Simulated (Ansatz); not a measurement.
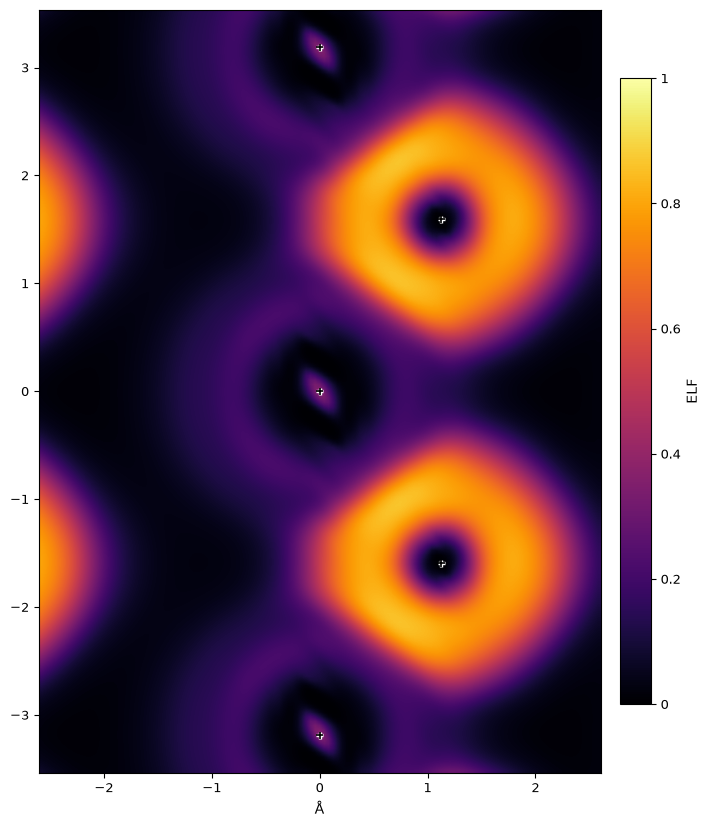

The ELF on a plane through atoms (crosses mark nuclei in the plane).

Theory: Ansatz 0.2.0, Kohn-Sham DFT of a periodic cell, HSE06, Ansatz PAW.

Candidates:
A. ZrSe2, a = 3.80 Å, b = 3.80 Å, c = 6.19 Å, α = 90.00°, β = 90.00°, γ = 120.00°. Space group P-3m1.
B. GaN, a = 4.51 Å, b = 4.51 Å, c = 4.51 Å, α = 90.00°, β = 90.00°, γ = 90.00°. Space group F-43m; a structure from a database of computed crystals, not necessarily the ambient phase.

Q: Which candidate gave the map?

A: Candidate B: GaN on the (011) plane of the conventional cell, which holds Ga and N. Ga–N (1.95 Å): the ELF peaks at about 0.85 in the valence shell of N, 0.7 Å from its nucleus, and is about 0.50 at the midpoint.
